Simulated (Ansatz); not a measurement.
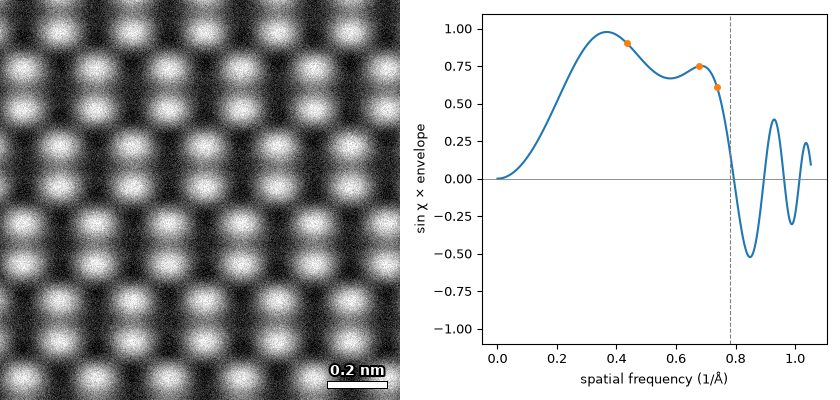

HRTEM-like image of Mo (Fddd, No. 70) along [101]. Simulated in the weak-phase-object approximation with neutral-atom potentials: 80 kV, Cs = −20 µm, defocus +110 Å (negative is underfocus), defocus spread 12 Å, aperture 0.78 1/Å. Shot noise was added. Structure: the end point of a relaxation with DFT PBE, scalar-relativistic, plane waves, PAW (Ansatz); the starting structure was generated, so it need not be a known form of this composition.

The plot gives the contrast transfer function, the aperture (dashed) and the crystal's spatial frequencies that carry visible contrast (dots).

Question: What point resolution do these settings give, and which lattice spacings pass?

Answer: About 1.3 Å (0.66 |Cs|^(1/4) λ^(3/4) with λ = 0.0418 Å). The spacings that carry visible contrast are {111} at 2.30 Å, {131} at 1.47 Å, {040} at 1.36 Å.

Question: Do the atom columns appear dark or bright, and why?

Answer: Bright. With negative Cs and overfocus sin χ is positive over the pass band, so the strongest columns (Mo) come out brighter than the background.
